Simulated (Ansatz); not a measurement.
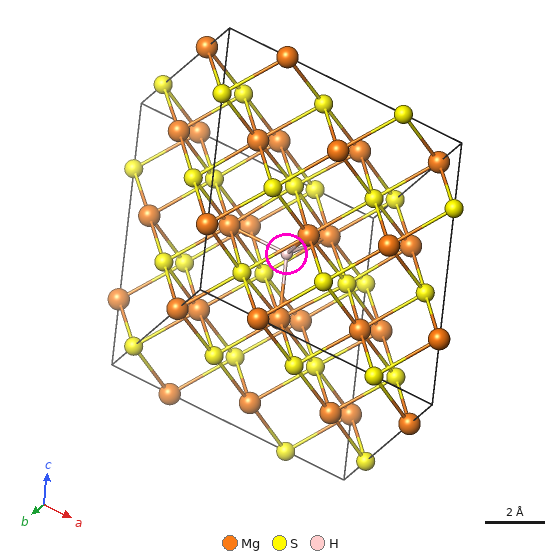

Drawn in the ball-and-stick manner and seen from a general direction. Atoms at the boundary of the supercell (the box) are drawn once for each face, edge or corner they touch. The host is MgS, in a cell of 32 sites, and the cell is neutral. A ring marks the defect's site.

> Describe the defect.

An interstitial hydrogen atom. It is bonded to four Mg in a tetrahedral arrangement at about 2.2 Å.

The calculation used DFT PBE, scalar-relativistic, plane waves, PAW (Ansatz), with 420 eV cutoff, 2×2×2 k-mesh, Gaussian smearing of 0.01 eV, collinear spins.

> Does a spin moment come with the defect?

Yes, 1.0 μB in the cell.

The atoms were relaxed in the host's cell with Ansatz 0.2.0, DFT PBE, scalar-relativistic, plane waves, PAW.
